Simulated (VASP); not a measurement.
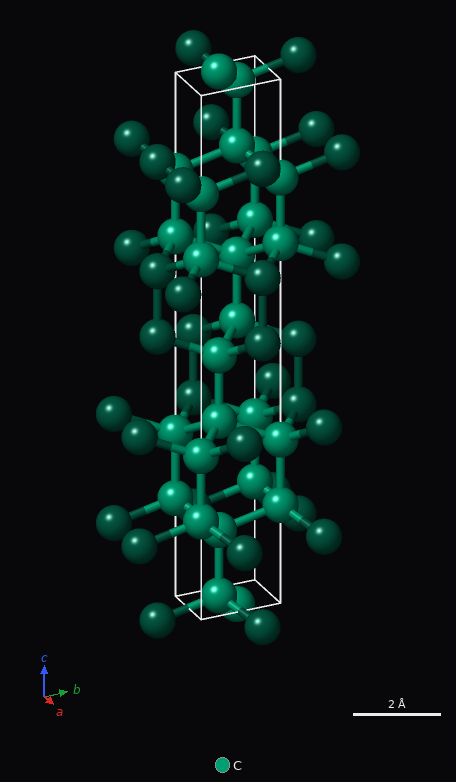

**Figure 1.** The starting structure (ball-and-stick view of the cell of the calculation, seen slightly off an axis; neighbours outside the cell are drawn fainter). Near neighbours in the crystal (not all of them lie inside the picture): C has 4 C at 1.54 Å.

## Geometry relaxation, with input and output: C (part 1 of 3)

System: C (P6₃/mmc, 12 atoms in the cell).
Method: Kohn-Sham DFT of a periodic cell, BLYP with D4, VASP PAW PBE potentials, recommended, no spin polarisation (VASP 6.6.1).

The structure derives from an entry of the Crystallography Open Database.

### OSZICAR
```
N       E                     dE             d eps       ncg     rms          rms(c)
DAV:   1     0.175831480315E+03    0.17583E+03   -0.28714E+04  2356   0.171E+03
DAV:   2    -0.946636809560E+02   -0.27050E+03   -0.25822E+03  3185   0.294E+02
DAV:   3    -0.104536796521E+03   -0.98731E+01   -0.98037E+01  2904   0.557E+01
DAV:   4    -0.104720803750E+03   -0.18401E+00   -0.18324E+00  2976   0.774E+00
DAV:   5    -0.104725699615E+03   -0.48959E-02   -0.48923E-02  2870   0.121E+00    0.138E+01
RMM:   6    -0.101363613233E+03    0.33621E+01   -0.23975E+00  2356   0.857E+00    0.808E+00
RMM:   7    -0.100199964398E+03    0.11636E+01   -0.44354E+00  2356   0.120E+01    0.174E+00
RMM:   8    -0.100224734957E+03   -0.24771E-01   -0.27873E-01  2356   0.351E+00    0.612E-01
RMM:   9    -0.100221095452E+03    0.36395E-02   -0.67771E-02  2375   0.157E+00    0.136E-01
RMM:  10    -0.100222097124E+03   -0.10017E-02   -0.11289E-02  2454   0.641E-01    0.351E-02
RMM:  11    -0.100222404233E+03   -0.30711E-03   -0.29608E-03  2433   0.294E-01    0.374E-02
RMM:  12    -0.100222421752E+03   -0.17519E-04   -0.43403E-04  2369   0.124E-01    0.190E-02
RMM:  13    -0.100222439961E+03   -0.18208E-04   -0.14264E-04  2454   0.598E-02    0.118E-02
RMM:  14    -0.100222441627E+03   -0.16666E-05   -0.24238E-05  2395   0.259E-02    0.147E-02
RMM:  15    -0.100222446135E+03   -0.45073E-05   -0.87253E-06  2356   0.155E-02    0.253E-03
RMM:  16    -0.100222445814E+03    0.32035E-06   -0.16126E-06  2301   0.714E-03    0.464E-04
RMM:  17    -0.100222445890E+03   -0.75719E-07   -0.54475E-07  1757   0.339E-03
   1 F= -.10520385E+03 E0= -.10520385E+03  d E =-.105204E+03
       N       E                     dE             d eps       ncg     rms          rms(c)
DAV:   1    -0.100249383115E+03   -0.26937E-01   -0.67174E+00  2727   0.161E+01    0.864E-01
RMM:   2    -0.100246682598E+03    0.27005E-02   -0.14107E-01  2357   0.232E+00    0.551E-01
RMM:   3    -0.100240409574E+03    0.62730E-02   -0.29209E-02  2356   0.102E+00    0.984E-02
RMM:   4    -0.100240709158E+03   -0.29958E-03   -0.39344E-03  2429   0.376E-01    0.640E-02
RMM:   5    -0.100240755872E+03   -0.46714E-04   -0.10656E-03  2376   0.177E-01    0.305E-02
RMM:   6    -0.100240730765E+03    0.25107E-04   -0.22373E-04  2389   0.812E-02    0.161E-02
RMM:   7    -0.100240744632E+03   -0.13866E-04   -0.13768E-04  2370   0.555E-02    0.175E-02
RMM:   8    -0.100240733544E+03    0.11088E-04   -0.35752E-05  2357   0.296E-02    0.351E-03
RMM:   9    -0.100240735234E+03   -0.16897E-05   -0.19000E-05  2376   0.192E-02    0.498E-03
RMM:  10    -0.100240734445E+03    0.78897E-06   -0.19220E-06  2355   0.800E-03    0.231E-03
RMM:  11    -0.100240734346E+03    0.98522E-07   -0.11063E-06  2334   0.470E-03    0.401E-04
RMM:  12    -0.100240734365E+03   -0.18904E-07   -0.32498E-07  1670   0.285E-03
   2 F= -.10520486E+03 E0= -.10520486E+03  d E =-.101737E-02
       N       E                     dE             d eps       ncg     rms          rms(c)
DAV:   1    -0.100251895262E+03   -0.11161E-01   -0.16690E+00  2538   0.797E+00    0.448E-01
RMM:   2    -0.100250708231E+03    0.11870E-02   -0.32757E-02  2357   0.114E+00    0.272E-01
RMM:   3    -0.100249211698E+03    0.14965E-02   -0.69896E-03  2358   0.502E-01    0.489E-02
RMM:   4    -0.100249266791E+03   -0.55093E-04   -0.85792E-04  2418   0.181E-01    0.282E-02
RMM:   5    -0.100249272799E+03   -0.60074E-05   -0.22970E-04  2370   0.833E-02    0.142E-02
RMM:   6    -0.100249267063E+03    0.57359E-05   -0.44730E-05  2387   0.369E-02    0.696E-03
RMM:   7    -0.100249270039E+03   -0.29761E-05   -0.28529E-05  2372   0.252E-02    0.818E-03
RMM:   8    -0.100249267602E+03    0.24370E-05   -0.73006E-06  2357   0.133E-02    0.158E-03
RMM:   9    -0.100249267890E+03   -0.28771E-06   -0.32609E-06  2384   0.807E-03    0.178E-03
RMM:  10    -0.100249267806E+03    0.83487E-07   -0.27193E-07  1641   0.318E-03
   3 F= -.10522194E+03 E0= -.10522194E+03  d E =-.180968E-01
       N       E                     dE             d eps       ncg     rms          rms(c)
DAV:   1    -0.100246433885E+03    0.28340E-02   -0.20926E-01  2650   0.310E+00    0.855E-02
RMM:   2    -0.100246718397E+03   -0.28451E-03   -0.34254E-03  2360   0.366E-01    0.470E-02
RMM:   3    -0.100246760551E+03   -0.42154E-04   -0.48112E-04  2443   0.127E-01    0.319E-02
RMM:   4    -0.100246755465E+03    0.50861E-05   -0.61153E-05  2368   0.463E-02    0.909E-03
RMM:   5    -0.100246756759E+03   -0.12945E-05   -0.13837E-05  2398   0.218E-02    0.511E-03
RMM:   6    -0.100246756373E+03    0.38635E-06   -0.64412E-06  2369   0.113E-02    0.189E-03
RMM:   7    -0.100246756473E+03   -0.99888E-07   -0.11754E-06  2130   0.565E-03    0.156E-03
RMM:   8    -0.100246756414E+03    0.58956E-07   -0.28939E-07  1599   0.287E-03
   4 F= -.10522098E+03 E0= -.10522098E+03  d E =0.959857E-03
       N       E                     dE             d eps       ncg     rms          rms(c)
DAV:   1    -0.100249011225E+03   -0.22548E-02   -0.86521E-02  2587   0.199E+00    0.545E-02
RMM:   2    -0.100249127991E+03   -0.11677E-03   -0.14127E-03  2360   0.235E-01    0.302E-02
RMM:   3    -0.100249145114E+03   -0.17123E-04   -0.19758E-04  2441   0.817E-02    0.205E-02
RMM:   4    -0.100249142865E+03    0.22493E-05   -0.24993E-05  2367   0.297E-02    0.582E-03
RMM:   5    -0.100249143328E+03   -0.46263E-06   -0.56762E-06  2395   0.140E-02    0.326E-03
RMM:   6    -0.100249143210E+03    0.11713E-06   -0.26377E-06  2318   0.728E-03    0.123E-03
RMM:   7    -0.100249143268E+03   -0.57439E-07   -0.48230E-07  1784   0.363E-03
   5 F= -.10522237E+03 E0= -.10522237E+03  d E =-.429405E-03
```

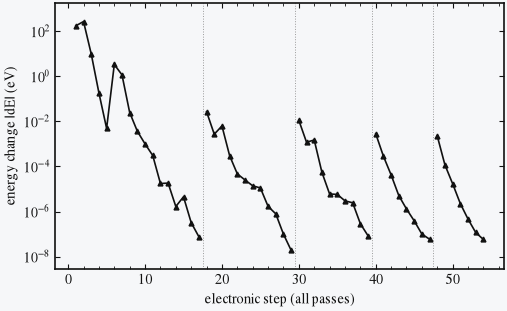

**Figure 2.** Convergence of the self-consistent field: energy change |dE| against the electronic step. Each stretch between dotted lines is the SCF of one geometry step of a relaxation. The 5 ionic steps take 7 to 17 electronic steps each. The density is held fixed in the first few steps, and dE rises again when its update begins.

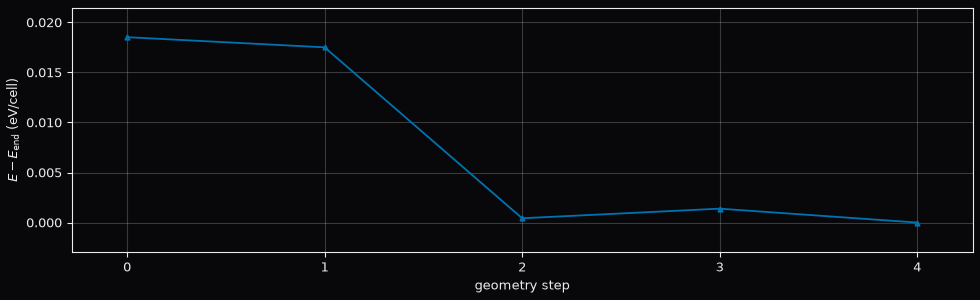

**Figure 3.** Progress of the relaxation, step by step (steps are counted from 0).

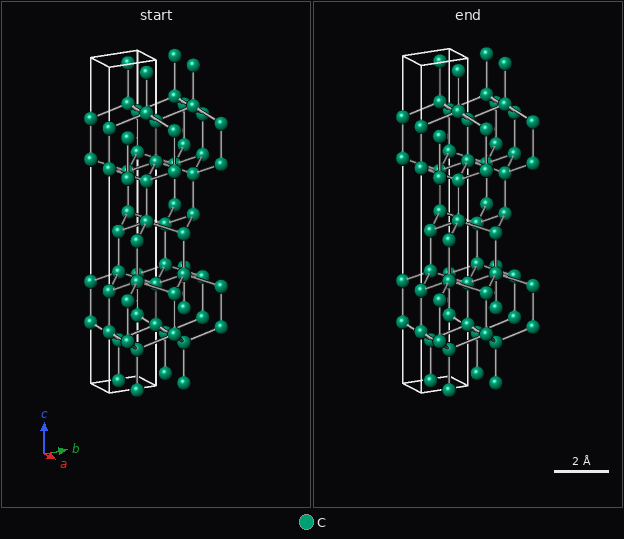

**Figure 4.** Before (left) and after (right) the relaxation, at one scale (ball-and-stick view of the cell of the calculation, repeated 2 × 2 × 1, seen slightly off an axis). The largest moves relative to the cell, 0.009 Å, are those of C1, C2, C3 and C4. Cell: a = b 2.522 → 2.518 Å (−0.2 %), c 12.356 → 12.421 Å (+0.5 %). Volume +0.2 %. Distances before and after: C10–C12 1.544 → 1.568 Å. The space group stays P6_3/mmc (No. 194). After 4 geometry steps the energy has fallen by 18.5 meV per cell of the calculation. Largest force component: 0.33 eV/Å at the start, 0.013 eV/Å at the end. (Atoms are counted from 1 in the order of the input.)

### Parts of OUTCAR
```
SYSTEM = C
   EDIFF = 1E-7
   EDIFFG = -0.02
   ENCUT = 600
   GGA = B5
   IBRION = 2
   ISIF = 3
   ISMEAR = -1
   IVDW = 13
   LASPH = .True.
   LREAL = .False.
   NELM = 60
   NSW = 60
   PREC = Accurate
   VDW_A1 = 0.44488865
   VDW_A2 = 4.0933009
   VDW_S6 = 1.0
   VDW_S8 = 2.34076671

 ion  position               nearest neighbor table
   1  0.667  0.333  0.354-   5 1.54  10 1.54  10 1.54  10 1.54
   2  0.333  0.667  0.854-   6 1.54   9 1.54   9 1.54   9 1.54
   3  0.667  0.333  0.146-   7 1.54  12 1.54  12 1.54  12 1.54
   4  0.333  0.667  0.646-   8 1.54  11 1.54  11 1.54  11 1.54
   5  0.667  0.333  0.479-   8 1.54   8 1.54   8 1.54   1 1.54
   6  0.333  0.667  0.979-   7 1.54   7 1.54   7 1.54   2 1.54
   7  0.667  0.333  0.021-   6 1.54   6 1.54   6 1.54   3 1.54
   8  0.333  0.667  0.521-   5 1.54   5 1.54   5 1.54   4 1.54
   9  0.000  0.000  0.812-  11 1.54   2 1.54   2 1.54   2 1.54
  10  0.000  0.000  0.312-  12 1.54   1 1.54   1 1.54   1 1.54
  11  0.000  0.000  0.688-   9 1.54   4 1.54   4 1.54   4 1.54
  12  0.000  0.000  0.188-  10 1.54   3 1.54   3 1.54   3 1.54

  LATTYP: Found a hexagonal cell.
 ALAT       =     2.5221000000
 C/A-ratio  =     4.8989730780

  Lattice vectors:

 A1 = (   2.5221000000,   0.0000000000,   0.0000000000)
 A2 = (  -1.2610500000,   2.1842026709,   0.0000000000)
 A3 = (   0.0000000000,   0.0000000000,  12.3557000000)

Analysis of symmetry for initial positions (statically):
=====================================================================
 Subroutine PRICEL returns:
 Original cell was already a primitive cell.

 Routine SETGRP: Setting up the symmetry group for a
 hexagonal supercell.

 Subroutine GETGRP returns: Found 24 space group operations
 (whereof 12 operations were pure point group operations)
 out of a pool of 24 trial point group operations.

The static configuration has the point symmetry D_3d.
 The point group associated with its full space group is D_6h.

Analysis of symmetry for dynamics (positions and initial velocities):
=====================================================================
 Subroutine PRICEL returns:
 Original cell was already a primitive cell.

 Routine SETGRP: Setting up the symmetry group for a
 hexagonal supercell.

 Subroutine GETGRP returns: Found 24 space group operations
 (whereof 12 operations were pure point group operations)
 out of a pool of 24 trial point group operations.

The dynamic configuration has the point symmetry D_3d.
 The point group associated with its full space group is D_6h.

 Subroutine INISYM returns: Found 24 space group operations
 (whereof 12 operations are pure point group operations),
 and found     1 'primitive' translations

----------------------------------------------------------------------------------------

                                     Primitive cell

  volume of cell :      68.0648

  direct lattice vectors                    reciprocal lattice vectors
     2.522100000  0.000000000  0.000000000     0.396494984  0.228916486  0.000000000
    -1.261050000  2.184202671  0.000000000     0.000000000  0.457832972  0.000000000
     0.000000000  0.000000000 12.355700000     0.000000000  0.000000000  0.080934306

  length of vectors
     2.522100000  2.522100000 12.355700000     0.457832972  0.457832972  0.080934306

  position of ions in fractional coordinates (direct lattice)
     0.666666667  0.333333333  0.354170000
     0.333333333  0.666666667  0.854170000
     0.666666667  0.333333333  0.145830000
     0.333333333  0.666666667  0.645830000
     0.666666667  0.333333333  0.479170000
     0.333333333  0.666666667  0.979170000
     0.666666667  0.333333333  0.020830000
     0.333333333  0.666666667  0.520830000
     0.000000000  0.000000000  0.812500000
     0.000000000  0.000000000  0.312500000
     0.000000000  0.000000000  0.687500000
     0.000000000  0.000000000  0.187500000

  ion indices of the primitive-cell ions
   primitive index   ion index
                 1           1
                 2           2
                 3           3
                 4           4
                 5           5
                 6           6
                 7           7
                 8           8
                 9           9
                10          10
                11          11
                12          12

----------------------------------------------------------------------------------------

 KPOINTS: k-points

Automatic generation of k-mesh.
 Grid dimensions read from file:
 generate k-points for:   12   12    3

 Generating k-lattice:

  Cartesian coordinates                     Fractional coordinates (reciprocal lattice)
     0.033041249  0.019076374  0.000000000     0.083333333  0.000000000  0.000000000
     0.000000000  0.038152748  0.000000000     0.000000000  0.083333333  0.000000000
     0.000000000  0.000000000  0.026978102     0.000000000  0.000000000  0.333333333

  Length of vectors
     0.038152748  0.038152748  0.026978102

  Shift w.r.t. Gamma in fractional coordinates (k-lattice)
     0.000000000  0.000000000  0.000000000

 Subroutine IBZKPT returns following result:
 ===========================================

 Found     38 irreducible k-points:

 Following reciprocal coordinates:
            Coordinates               Weight
  0.000000  0.000000  0.000000      1.000000
  0.083333  0.000000  0.000000      6.000000
  0.166667  0.000000  0.000000      6.000000
  0.250000  0.000000  0.000000      6.000000
  0.333333  0.000000  0.000000      6.000000
  0.416667  0.000000  0.000000      6.000000
  0.500000  0.000000  0.000000      3.000000
  0.083333  0.083333  0.000000      6.000000
  0.166667  0.083333  0.000000     12.000000
  0.250000  0.083333  0.000000     12.000000
  0.333333  0.083333  0.000000     12.000000
  0.416667  0.083333  0.000000     12.000000
  0.166667  0.166667  0.000000      6.000000
  0.250000  0.166667  0.000000     12.000000
  0.333333  0.166667  0.000000     12.000000
  0.416667  0.166667  0.000000      6.000000
  0.250000  0.250000  0.000000      6.000000
  0.333333  0.250000  0.000000     12.000000
  0.333333  0.333333  0.000000      2.000000
  0.000000  0.000000  0.333333      2.000000
  0.083333  0.000000  0.333333     12.000000
  0.166667  0.000000  0.333333     12.000000
  0.250000  0.000000  0.333333     12.000000
  0.333333  0.000000  0.333333     12.000000
 [... further k-points ...]
```
